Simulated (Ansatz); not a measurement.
# Collinear spin orders of LiCoPO₄ (Pnma) at PBEsol+U: energies and shell couplings

I calculate the energies of collinear arrangements of the four Co spins in the primitive cell of LiCoPO₄, with PBEsol and U = 3.5 eV on Co. Every energy is given per Co atom and measured from the parallel order, so a negative value means that the order lies below the ferromagnet. The question is which order is lowest, and whether a few pair couplings reproduce the energies of all of them. LiCoPO₄ is studied as a high-voltage battery cathode and as a magnetoelectric, and in the second role the pattern of spins decides which magnetoelectric responses symmetry allows. If pair couplings suffice, they can also serve in models of spin waves and of the ordering temperature.

## Systems and settings

One system, LiCoPO4 (Pnma), 28 atom(s) a primitive cell, from measured cells of the Crystallography Open Database. Ansatz 0.2.0, plane waves with default PAW datasets, cutoff 420 eV, Fermi-Dirac smearing of 0.1 eV, k meshes whose coarsest spacing along a reciprocal vector is 0.22 1/Å over all runs (2π included). Functional: PBEsol with Hubbard U (eV) Co 3.5; collinear spins, no spin-orbit coupling. Atoms are fixed. Each order is started from typed moments on Co and from given occupation matrices of the Co d shells, in the primitive cell and on the same 4 x 6 x 6 mesh; only runs that kept their pattern of signs are listed. Runs that did not converge or carry a known fault are not listed. Finished runs of the same series that are left out: the start antiferro +--+, which repeats a listed case or did not pass the checks for like settings and one steady state; the start antiferro ++--, which repeats a listed case or did not pass the checks for like settings and one steady state. The same in all rows: sum of e_i.e_j over the 2 Co neighbours at 4.70 Å, mean over magnetic atoms (+1 parallel, -1 opposed): 2.0; metal or insulator in the row's run, judged by its smearing entropy or density of states at the Fermi energy (a gap under a few smearing widths counts as a metal): insulator.

Notes on method and selection:

- In a Heisenberg model with E = -sum over ordered pairs of J e_i.e_j, the energy per magnetic atom is E0 less the sum over shells of J times the listed sum; further shells and changes of moment size are outside it.
- Each state is what a run reaches from typed starting moments; only a few collinear orders were started, so the lowest found need not be the ground state. Spin-orbit coupling is left out of these energies, which are free energies at the smearing width. A magnetic atom is one that was given a starting moment.
- Site moments count the spin inside each program's own atomic sphere, so they depend somewhat on its radius and leave out the spin between the spheres.
- Under the Hubbard U each order was started from the occupation matrices of the lowest run, or of the lowest run so far; other orbital states may lie lower.
- Ansatz's own search for a lower self-consistent state was switched off in these runs, so a run may rest in a state that is not the lowest for its pattern of moments.
- The shell on the horizontal axis is the one of the three whose sum correlates best with the energies.
- Runs that did not converge, have known faults or may not be shown are not listed, and runs on Ansatz's PAW sets soft_1 and soft_2 are kept to separate tables.

Columns:

- shell at 3.82 Å: sum of e_i.e_j over the 4 Co neighbours at 3.82 Å, mean over magnetic atoms (+1 parallel, -1 opposed).
- shell at 5.41 Å: sum of e_i.e_j over the 2 Co neighbours at 5.41 Å, mean over magnetic atoms (+1 parallel, -1 opposed).
- moment (μB): largest site spin moment.
- net moment (μB): size of the net spin moment per magnetic atom.
- energy (meV): energy less that of the parallel order, per magnetic atom.

Input lines of one member:

```
magnetization:
  spin_polarized: true
kpoints:
  mp_grid: { grid: [4, 6, 6] }
hamiltonian:
  xc: pbesol
  hubbard:
    occupation_matrices:
      a4_more:
        matrix:
          - [0.9969, -0.0003, 0.0, -0.0005, 0.0]
          - [-0.0003, 0.9964, 0.0, 0.0014, 0.0]
          - [0.0, 0.0, 0.9957, 0.0, -0.0014]
          - [-0.0005, 0.0014, 0.0, 0.9962, 0.0]
          - [0.0, 0.0, -0.0014, 0.0, 0.9968]
      a4_less:
        matrix:
          - [0.9678, 0.1486, 0.0, -0.0121, 0.0]
          - [0.1486, 0.1041, 0.0, -0.0377, 0.0]
          - [0.0, 0.0, 0.2327, 0.0, -0.2996]
          - [-0.0121, -0.0377, 0.0, 0.0858, 0.0]
          - [0.0, 0.0, -0.2996, 0.0, 0.8777]
      a5_more:
        matrix:
          - [0.9969, 0.0003, 0.0, -0.0005, 0.0]
          - [0.0003, 0.9964, 0.0, -0.0014, 0.0]
          - [0.0, 0.0, 0.9957, 0.0, 0.0014]
          - [-0.0005, -0.0014, 0.0, 0.9962, 0.0]
          - [0.0, 0.0, 0.0014, 0.0, 0.9968]
      a5_less:
        matrix:
          - [0.9678, -0.1486, 0.0, -0.0121, 0.0]
```

Command (options for logging and memory left out): `ansatz run input.yaml`

## Data

| member | shell at 3.82 Å | shell at 5.41 Å | moment (μB) | net moment (μB) | energy (meV) |
| --- | --- | --- | --- | --- | --- |
| opposed +-+- | −4 | −2 | 2.56 | 0.00 | −13.36 |
| opposed +--+ | −4 | 2 | 2.56 | 0.00 | −9.42 |
| partly opposed +++- | 0 | 0 | 2.57 | 1.50 | ? |
| opposed ++-- | 4 | −2 | 2.57 | 0.00 | −3.79 |
| parallel ++++ | 4 | 2 | 2.57 | 3.00 | 0.00 |

Cells marked ? are withheld until the estimate has been made.

## Mechanism

Among the four orders with shown energies, +-+- is lowest, at −13.36 meV. It is the one in which the neighbours at 3.82 Å and those at 5.41 Å are all opposed.

Reversing the 3.82 Å shell from parallel to opposed lowers the energy by 9.42 meV when the 5.41 Å shell is parallel, and by 13.36 − 3.79 = 9.57 meV when it is opposed. The sum changes by 8, so the mean slope is (9.42 + 9.57) / 16 = 1.19 meV, or J = −1.19 meV in the convention of the set-up. Reversing the 5.41 Å shell lowers the energy by 3.79 meV when the 3.82 Å shell is parallel, and by 13.36 − 9.42 = 3.94 meV when it is opposed, which gives J = −(3.79 + 3.94) / 8 = −0.97 meV. Both couplings favour opposed spins. The nearer shell matters more, mainly because it has four neighbours instead of two.

The sign is what superexchange theory leads me to expect. Opposed spins let electrons hop virtually between half-filled d orbitals through the anions, with a gain of order t²/U, where t is the effective hopping; parallel spins block this. The nearer Co ions share an oxygen corner, whereas the farther ones are linked through phosphate groups. Both J are effective values, since each also absorbs any longer bonds joining the same sublattices.

The two reversals add up to within 0.15 meV, against a total spread of 13.36 meV. That is good agreement, but four energies fitted with a constant and two couplings leave only one check. The third shell, at 4.70 Å, joins Co atoms related by a lattice translation; its sum is 2.0 in every row, so its coupling stays hidden in the constant.

## Blind estimate

Plain estimates from the members shown:

- partly opposed +++-, mean of the 4 members shown: −6.64 meV, standard deviation 5.1

For +++- I trust the mean of the four shown energies, because here it is also the result of the pair model. Both listed sums are zero in this order, so only the constant E0 remains. Over the four shown orders each sum also averages to zero, which makes their mean equal to E0: (−13.36 − 9.42 − 3.79 + 0.00) / 4 = −6.64 meV.

Longer pair couplings do not change this. With four equivalent Co sublattices, the products of spins for each kind of sublattice pair cancel in +++-, and they cancel again in the average over the four shown orders. The moments, 2.56 to 2.57 μB, give no reason for a shift either.

The standard deviation of 5.1 meV printed with the mean reflects the real splitting by exchange and is not the error of this route. I try the two-coupling model on +-+- instead: the other three energies give −9.42 − 3.79 − 0.00 = −13.21 meV, a miss of 0.15 meV, which I take as the error bar.

The main risk is a term in the product of all four spins. That product is +1 in every shown order and −1 in +++-, so the shown energies cannot reveal it. A different orbital state of Co in this less symmetric order would also spoil the estimate.

**Committed estimate, partly opposed +++-: energy = −6.64 ± 0.15 meV.**

## The answer

| member | shell at 3.82 Å | shell at 5.41 Å | moment (μB) | net moment (μB) | energy (meV) |
| --- | --- | --- | --- | --- | --- |
| partly opposed +++- | 0 | 0 | 2.57 | 1.50 | −6.64 |

| member | estimate | energy (meV) | computed | estimate − computed | miss in error bars |
| --- | --- | --- | --- | --- | --- |
| partly opposed +++- | committed | −6.64 | −6.64 | 0.00 | 0.0 |
| partly opposed +++- | mean | −6.64 | −6.64 | 0.00 |  |

energy (meV) against shell at 3.82 Å (numbers count the rows of the first table from the top):

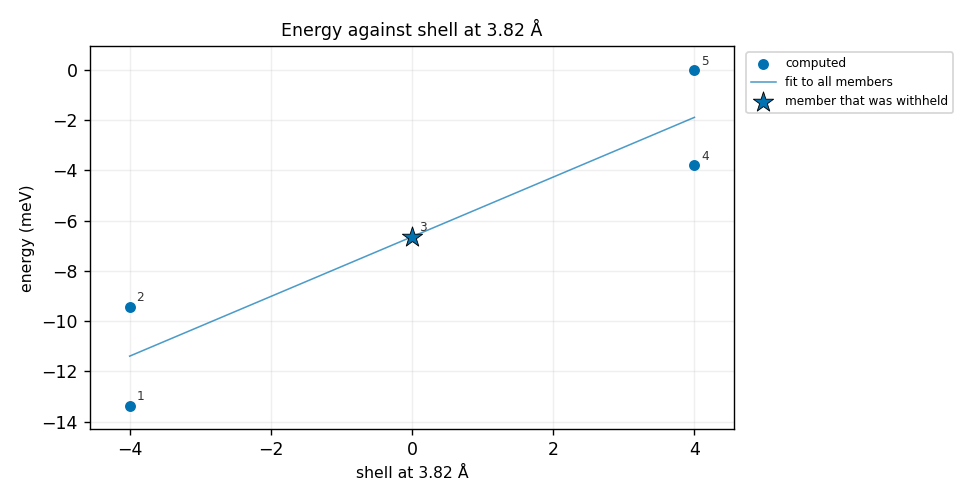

The computed energy of +++- is −6.64 meV per Co relative to the parallel order, equal to my estimate to the last printed digit and well inside the error bar of 0.15 meV. The plain mean did equally well, because it is the same number.

The argument that pair couplings cancel in this order was borne out. The four-spin term I named as the main risk does not show: it would move +++- away from the mean of the other four, and the difference is 0.00 meV. Nor is there any sign of a change of orbital state.

My error bar rested on the wrong test. The four sublattices form three kinds of pair, and I had fitted only two. A weak coupling of the third kind can produce the 0.15 meV mismatch, yet it cancels in +++- like the others. The four first energies therefore fix a constant and three effective pair couplings without any check left over, and +++- is the one real test of the pair model.

## Where the trend breaks

Against the line in the 3.82 Å shell alone, the four orders other than +++- miss by nearly the same amount, 1.9 to 2.0 meV, so none stands out. Those with the 5.41 Å shell opposed lie below the line and those with it parallel lie above, as the second coupling requires (0.97 × 2 = 1.94 meV). With both shells included, the largest miss is about 0.04 meV.

## Summary

Of the five orders, +-+- is lowest, 13.36 − 9.42 = 3.94 meV per Co below +--+. Two couplings reproduce all five energies to about 0.04 meV. This holds for collinear orders within the primitive cell; the 4.70 Å coupling needs a larger cell, so a new order that reverses those neighbours cannot be estimated from these rows.

For spin-wave models written as a sum of J′ S·S over pairs counted once, with S = 3/2 and so S² = 1.5 × 1.5 = 2.25, J′ = 2 × 1.19 / 2.25 = 1.06 meV at 3.82 Å and 2 × 0.97 / 2.25 = 0.86 meV at 5.41 Å, both antiferromagnetic. A full spin-wave model needs the 4.70 Å coupling as well.

Spin-orbit coupling is left out of these energies. Much of its effect on a Co²⁺ ion should be common to all orders and cancel in the differences; the part that depends on spin direction sets the easy axis, which these rows cannot give.

[Logs are printed without paths, hosts, clocks, repeated set-up lines and the standing remarks that a program may print on its own settings, such as how far it seeks lower states.]
